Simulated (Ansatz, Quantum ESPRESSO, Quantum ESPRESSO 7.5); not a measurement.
# Complex bands of GaN, zinc blende type, lattice constant set to 4.481 Å

How good a tunnel barrier is GaN, zinc blende type, lattice constant set to 4.481 Å?

Method: plane-wave DFT, LDA, GBRV ultrasoft pseudopotentials (cross-check by Ansatz 0.2.0 with PAW datasets), in Quantum ESPRESSO 7.5.

### 1. The starting structure

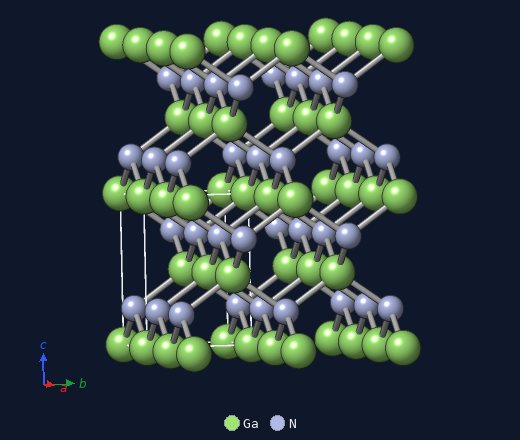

Start, viewed from the side, with the c axis up; gallium green, nitrogen light blue. 3×2×2 cells are drawn. Some periodic images of atoms are drawn too.

### 2. SCF with pw.x

pwcond needs a cell whose third axis lies along the current and stands perpendicular to the other two.

Input file scf.in:

```
&control
  prefix = 'scf'
  outdir = './out'
  pseudo_dir = './pseudo'
  calculation = 'scf'
  tprnfor = .true.
/
&system
  ibrav = 0
  nat = 4
  ntyp = 2
  ecutwfc = 40
  ecutrho = 200
  occupations = 'fixed'
  nbnd = 28
/
&electrons
  conv_thr = 1e-09
  mixing_beta = 0.6
  electron_maxstep = 120
/
ATOMIC_SPECIES
  Ga  69.7230  ga_lda_v1.4.uspp.F.UPF
  N   14.0070  n_lda_v1.2.uspp.F.UPF
CELL_PARAMETERS angstrom
  3.16854548649692 0.00000000000000 0.00000000000000
  0.00000000000000 3.16854548649692 0.00000000000000
  0.00000000000000 0.00000000000000 4.48100000000000
ATOMIC_POSITIONS crystal
  Ga  0.000000000000 0.000000000000 0.000000000000
  N   0.500000000000 0.000000000000 0.250000000000
  Ga  0.500000000000 0.500000000000 0.500000000000
  N   0.000000000000 0.500000000000 0.750000000000
K_POINTS automatic
  8 8 6 0 0 0
```

Command:

```console
$ OMP_NUM_THREADS=1 mpirun -n 2 pw.x -nk 2 -in scf.in > scf.out
```

Log:

```text
Program PWSCF v.7.5 starts
[citation notice left out]

     Parallel version (MPI & OpenMP), running on       2 processor cores
     Number of MPI processes:                 2
     Threads/MPI process:                     1

     MPI processes distributed on     1 nodes
[...]
Current dimensions of program PWSCF are:
     Max number of different atomic species (ntypx) = 10
     Max number of k-points (npk) =  40000
     Max angular momentum in pseudopotentials (lmaxx) =  4
     Found identity + ( -0.5000 -0.5000 -0.5000) symmetry
     This is a supercell, fractional translations are disabled
     Message from routine setup:
     using ibrav=0 with symmetry is DISCOURAGED, use correct ibrav instead

     K-points division:     npool     =       2
     Subspace diagonalization in iterative solution of the eigenvalue problem:
     a serial algorithm will be used

     G-vector sticks info
     --------------------
     sticks:   dense  smooth     PW     G-vecs:    dense   smooth      PW
     Sum         577     457    145                14559    10283    1875

     Using Slab Decomposition

     bravais-lattice index     =            0
     lattice parameter (alat)  =       5.9877  a.u.
     unit-cell volume          =     303.5928 (a.u.)^3
     number of atoms/cell      =            4
     number of atomic types    =            2
     number of electrons       =        48.00
     number of Kohn-Sham states=           28
     kinetic-energy cutoff     =      40.0000  Ry
     charge density cutoff     =     200.0000  Ry
     scf convergence threshold =      1.0E-09
     mixing beta               =       0.6000
     number of iterations used =            8  plain     mixing
     Exchange-correlation= SLA  PZ   NOGX NOGC
                           (   1   1   0   0   0   0   0)

     celldm(1)=   5.987683  celldm(2)=   0.000000  celldm(3)=   0.000000
     celldm(4)=   0.000000  celldm(5)=   0.000000  celldm(6)=   0.000000

     crystal axes: (cart. coord. in units of alat)
               a(1) = (   1.000000   0.000000   0.000000 )
               a(2) = (   0.000000   1.000000   0.000000 )
               a(3) = (   0.000000   0.000000   1.414214 )

     reciprocal axes: (cart. coord. in units 2 pi/alat)
               b(1) = (  1.000000  0.000000  0.000000 )
               b(2) = (  0.000000  1.000000  0.000000 )
               b(3) = (  0.000000  0.000000  0.707107 )

     PseudoPot. # 1 for Ga read from file:
     ./pseudo/ga_lda_v1.4.uspp.F.UPF
     Pseudo is Ultrasoft + core correction, Zval = 19.0
     Generated by new atomic code, or converted to UPF format
     Using radial grid of  871 points,  6 beta functions with:
                l(1) =   0
                l(2) =   0
                l(3) =   1
                l(4) =   1
                l(5) =   2
                l(6) =   2
     Q(r) pseudized with  8 coefficients,  rinner =    1.250   1.250   1.250
                                                       1.250   1.250

     PseudoPot. # 2 for N  read from file:
     ./pseudo/n_lda_v1.2.uspp.F.UPF
     Pseudo is Ultrasoft + core correction, Zval =  5.0
     Generated by new atomic code, or converted to UPF format
     Using radial grid of  729 points,  4 beta functions with:
                l(1) =   0
                l(2) =   0
                l(3) =   1
                l(4) =   1
     Q(r) pseudized with  8 coefficients,  rinner =    0.900   0.900   0.900

     atomic species   valence    mass     pseudopotential
     Ga               19.00    69.72300     Ga( 1.00)
     N                 5.00    14.00700     N ( 1.00)

      8 Sym. Ops. (no inversion) found

   Cartesian axes

     site n.     atom                  positions (alat units)
         1        Ga     tau(   1) = (   0.0000000   0.0000000   0.0000000  )
         2        N      tau(   2) = (   0.5000000   0.0000000   0.3535534  )
         3        Ga     tau(   3) = (   0.5000000   0.5000000   0.7071068  )
         4        N      tau(   4) = (   0.0000000   0.5000000   1.0606602  )

     number of k points=    60
                       cart. coord. in units 2pi/alat
        k(    1) = (   0.0000000   0.0000000   0.0000000), wk =   0.0052083
        k(    2) = (   0.0000000   0.0000000   0.1178511), wk =   0.0104167
        k(    3) = (   0.0000000   0.0000000   0.2357023), wk =   0.0104167
        k(    4) = (   0.0000000   0.0000000  -0.3535534), wk =   0.0052083
        k(    5) = (   0.0000000   0.1250000   0.0000000), wk =   0.0208333
        k(    6) = (   0.0000000   0.1250000   0.1178511), wk =   0.0416667
        k(    7) = (   0.0000000   0.1250000   0.2357023), wk =   0.0416667
        k(    8) = (   0.0000000   0.1250000  -0.3535534), wk =   0.0208333
        k(    9) = (   0.0000000   0.2500000   0.0000000), wk =   0.0208333
        k(   10) = (   0.0000000   0.2500000   0.1178511), wk =   0.0416667
[...]
k(   60) = (  -0.5000000  -0.5000000  -0.3535534), wk =   0.0052083

     Dense  grid:    14559 G-vectors     FFT dimensions: (  27,  27,  40)

     Smooth grid:    10283 G-vectors     FFT dimensions: (  25,  25,  36)

     Estimated max dynamical RAM per process >      50.17 MB

     Estimated total dynamical RAM >      96.78 MB

     Check: negative core charge=   -0.000002

     Initial potential from superposition of free atoms

     starting charge      46.0000, renormalised to      48.0000
     Starting wfcs are   32 randomized atomic wfcs

     total cpu time spent up to now is        1.3 secs

     per-process dynamical memory:    34.2 Mb

     Self-consistent Calculation

     iteration #  1     ecut=    40.00 Ry     beta= 0.60
     Davidson diagonalization with overlap
     ethr =  1.00E-02,  avg # of iterations =  2.4

     total cpu time spent up to now is        2.4 secs

     total energy              =    -864.92232087 Ry
     estimated scf accuracy    <      10.26302002 Ry

     iteration #  2     ecut=    40.00 Ry     beta= 0.60
[...]
total energy              =    -869.60964092 Ry
     estimated scf accuracy    <       5.95578119 Ry

     iteration #  3     ecut=    40.00 Ry     beta= 0.60
[...]
total energy              =    -870.42473297 Ry
     estimated scf accuracy    <       0.27207032 Ry

     iteration #  4     ecut=    40.00 Ry     beta= 0.60
[...]
total energy              =    -870.41009297 Ry
     estimated scf accuracy    <       0.05710964 Ry

     iteration #  5     ecut=    40.00 Ry     beta= 0.60
[...]
total energy              =    -870.42601651 Ry
     estimated scf accuracy    <       0.00199987 Ry

     iteration #  6     ecut=    40.00 Ry     beta= 0.60
[...]
total energy              =    -870.42653435 Ry
     estimated scf accuracy    <       0.00022218 Ry

     iteration #  7     ecut=    40.00 Ry     beta= 0.60
[...]
total energy              =    -870.42658646 Ry
     estimated scf accuracy    <       0.00001022 Ry

     iteration #  8     ecut=    40.00 Ry     beta= 0.60
[...]
total energy              =    -870.42658822 Ry
     estimated scf accuracy    <       0.00000084 Ry

     iteration #  9     ecut=    40.00 Ry     beta= 0.60
[...]
total energy              =    -870.42658841 Ry
     estimated scf accuracy    <          7.1E-09 Ry

     iteration # 10     ecut=    40.00 Ry     beta= 0.60
[...]
total energy              =    -870.42658841 Ry
     estimated scf accuracy    <          2.7E-09 Ry

     iteration # 11     ecut=    40.00 Ry     beta= 0.60
[...]
End of self-consistent calculation

          k = 0.0000 0.0000 0.0000 (  1281 PWs)   bands (ev):

   -81.5555 -81.5538 -81.5538 -81.5534 -81.5534 -81.5534  -5.2059  -4.0937
    -2.7637  -2.7637  -2.7637  -2.6790  -2.4412  -2.4412  -2.4222  -2.4222
    -2.3405  -0.5874   4.4636   7.9607   7.9607  10.7576  10.7577  10.7577
    12.6096  14.0217  17.3200  20.9832

          k = 0.0000 0.0000 0.1179 (  1277 PWs)   bands (ev):

   -81.5559 -81.5539 -81.5539 -81.5531 -81.5531 -81.5531  -5.0964  -4.1209
    -2.7445  -2.7445  -2.7405  -2.6645  -2.4657  -2.4657  -2.4303  -2.4166
    -2.3460  -0.9506   4.9491   8.1183   8.1183   9.9413  10.5253  10.5253
    13.4455  14.2819  17.4225  20.3642

          k = 0.0000 0.0000 0.2357 (  1297 PWs)   bands (ev):

   -81.5549 -81.5540 -81.5539 -81.5539 -81.5538 -81.5538  -4.8080  -4.2280
    -2.6909  -2.6909  -2.6557  -2.6276  -2.5302  -2.5302  -2.4330  -2.4018
    -2.3610  -1.6631   6.0468   8.5639   8.5639   8.6477   9.9369   9.9369
    14.6697  14.9349  17.6579  19.1187

          k = 0.0000 0.0000-0.3536 (  1298 PWs)   bands (ev):

   -81.5543 -81.5543 -81.5539 -81.5539 -81.5539 -81.5539  -4.4675  -4.4675
    -2.6132  -2.6132  -2.6132  -2.6132  -2.5948  -2.5948  -2.3814  -2.3814
    -2.2333  -2.2333   7.3302   7.3302   9.2163   9.2163   9.2163   9.2163
    15.3357  15.3357  18.0745  18.0745

          k = 0.0000 0.1250 0.0000 (  1284 PWs)   bands (ev):

   -81.5555 -81.5545 -81.5539 -81.5535 -81.5532 -81.5530  -5.0839  -4.0931
    -2.7509  -2.7445  -2.7257  -2.6626  -2.4681  -2.4543  -2.4278  -2.4194
    -2.3526  -0.5031   4.5573   7.2931   8.1053   9.7083  10.4843  10.7096
    13.4797  14.6176  17.7919  20.4428

          k = 0.0000 0.1250 0.1179 (  1298 PWs)   bands (ev):

   -81.5557 -81.5543 -81.5541 -81.5540 -81.5533 -81.5533  -4.9843  -4.1192
    -2.7383  -2.7349  -2.6808  -2.6499  -2.4900  -2.4815  -2.4271  -2.4210
    -2.3528  -0.8377   4.9249   7.5549   8.2547   8.9813  10.4994  10.5756
    13.8973  14.8586  17.8584  20.1315

[...]
highest occupied, lowest unoccupied level (ev):    10.7577   12.6096

!    total energy              =    -870.42658841 Ry
     estimated scf accuracy    <          5.3E-10 Ry

     The total energy is the sum of the following terms:
     one-electron contribution =    -670.25128360 Ry
     hartree contribution      =     360.26178968 Ry
     xc contribution           =    -106.45604911 Ry
     ewald contribution        =    -453.98104538 Ry

     convergence has been achieved in  11 iterations

     Forces acting on atoms (cartesian axes, Ry/au):

     atom    1 type  1   force =     0.00000000    0.00000000    0.00000000
     atom    2 type  2   force =     0.00000000    0.00000000    0.00000148
     atom    3 type  1   force =     0.00000000    0.00000000    0.00000000
     atom    4 type  2   force =     0.00000000    0.00000000   -0.00000148

     Total force =     0.000002     Total SCF correction =     0.000001
     SCF correction compared to forces is large: reduce conv_thr to get better values

[...]
=------------------------------------------------------------------------------=
   JOB DONE.
=------------------------------------------------------------------------------=
```

It took 14 s on 2 MPI ranks of Intel Xeon Platinum 8488C (Sapphire Rapids), shared host; peak memory 0.2 GiB.

Read from the output:

| Quantity | Value |
| --- | --- |
| free energy | -11842.7570 eV |
| valence top, on the run's zero | 10.76 eV |
| conduction bottom, on the run's zero | 12.61 eV |
| gap by band count | 1.852 eV |

The program's own clock; routines nest. Time by routine:

| routine | wall time (s) | calls |
| --- | --- | --- |
| PWSCF | 13.72 | 1 |
| electrons | 12.26 | 1 |
| c_bands | 10.34 | 11 |
| cegterg | 9.66 | 330 |
| h_psi | 6.11 | 1261 |
| vloc_psi | 4.9 | 1261 |
| fftw | 4.69 | 59964 |
| sum_band | 1.63 | 11 |
| init_run | 1.1 | 1 |
| calbec | 0.88 | 1711 |
| cdiaghg | 0.82 | 1231 |
| h_psi:calbec | 0.63 | 1261 |
| wfcinit | 0.45 | 1 |
| s_psi | 0.45 | 1261 |

The run needed 11 iterations to bring the estimated error under 1e-09 Ry.

(Part 1 of 4 ends here.)

[Logs are printed without paths, hosts, clocks, repeated set-up lines and the standing remarks that a program may print on its own settings, such as how far it seeks lower states.]

[Hosts, paths, dates, database ids (printed as entryN), source tags and the programs' standing remarks are cut or masked in the printed files.]

[Maps of the electrostatic potential energy from Ansatz leave out the sawtooth potential of an applied field or a dipole correction, so their vacuum need not be flat; planar profiles and work functions include it.]
